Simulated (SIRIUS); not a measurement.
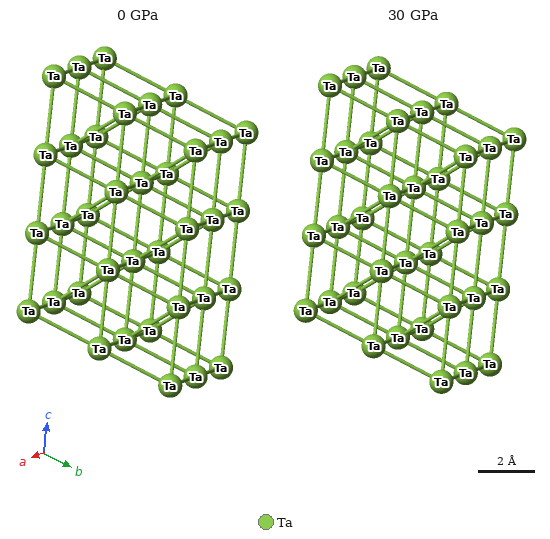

Crystalline Ta (set up in Im-3m), relaxed (cell and atoms) at several target pressures. The picture shows the first and the last member. A ball-and-stick model of the cell of the calculation, repeated 2 × 2 × 3 with one cell outlined, seen slightly off an axis.

Computed with SIRIUS 7.12.0: PBE, dojo-sr-pbe-0.4.1-standard. Settings: plane-wave cutoff 806.7 eV; k-point mesh 9 × 9 × 9; occupations fermi-dirac; smearing width 0.05 eV; optimiser BFGS; no spin polarisation.

| pressure (GPa) | volume (Å³/atom) | a (Å) |
| --- | --- | --- |
| 0 | 18.327 | 2.877 |
| 5 | ? | ? |
| 10 | 17.405 | 2.828 |
| 20 | 16.698 | 2.789 |
| 30 | 16.117 | 2.756 |

**One row is withheld. What does the calculation give there?**

Murnaghan's form V = V₀(1 + B′P/B₀)^(−1/B′), with V₀ = 18.327 Å³ from the row at zero pressure, fits the other rows with B₀ = 173 GPa and B′ = 4.50 (largest miss 0.005 Å³). At 5 GPa it gives 18.327 × (1 + 4.50 × 5/173)^(−1/4.50) = 17.836 Å³ per atom. The calculation gives 17.853 Å³/atom (a = 2.852 Å). The estimate is 0.017 Å³/atom too low. From the first member to the last: Ta–Ta 3.322 → 3.183 Å, Ta–Ta 2.877 → 2.756 Å.

The whole series:

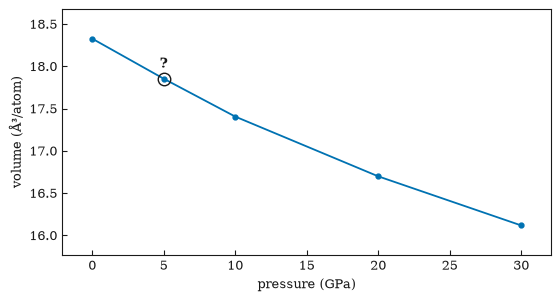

Each member starts from this one structure; whether another phase lies lower wasn't checked.
